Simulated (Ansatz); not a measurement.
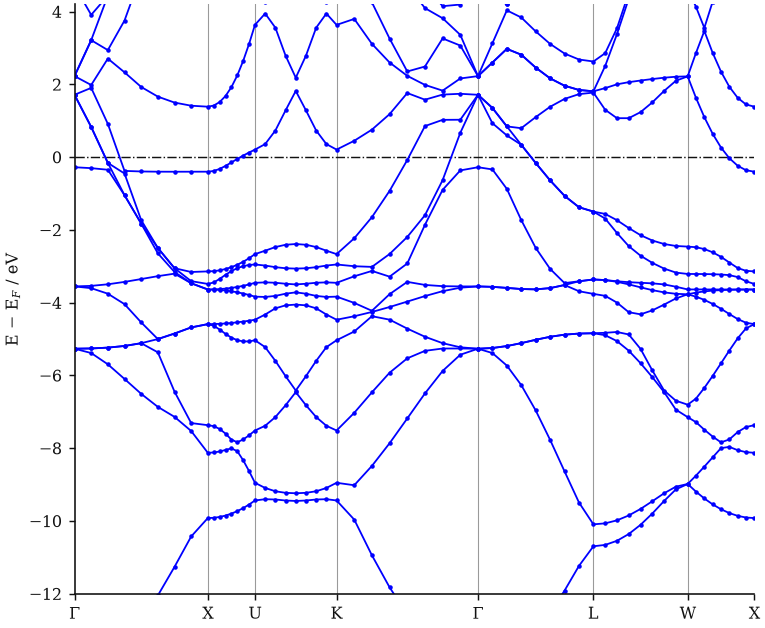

Band structure. Energies are counted from the Fermi level. The path runs straight from each named point to the next.

> Which Bravais lattice do the labels of the path belong to?

A face-centred cubic lattice: the path Γ–X–U–K–Γ–L–W–X runs through the special points of its Brillouin zone.

Structure: Si₂Ni, space group Fm-3m, 3 atoms in the cell.

Method: DFT, PBE, all-electron PAW with datasets made for the crystal, scalar-relativistic, spin-polarised, 11×11×11 k mesh, 320 eV cutoff (Ansatz 0.2.0).

> Is there a gap at the Fermi level?

A metal: 3 bands cross the Fermi level along this path.

> On which lines of the path do bands cross the Fermi level?

Bands cross the Fermi level on Γ–X, X–U, K–Γ, Γ–L and W–X, and not on U–K and L–W.

Some starting moments didn't survive the run.
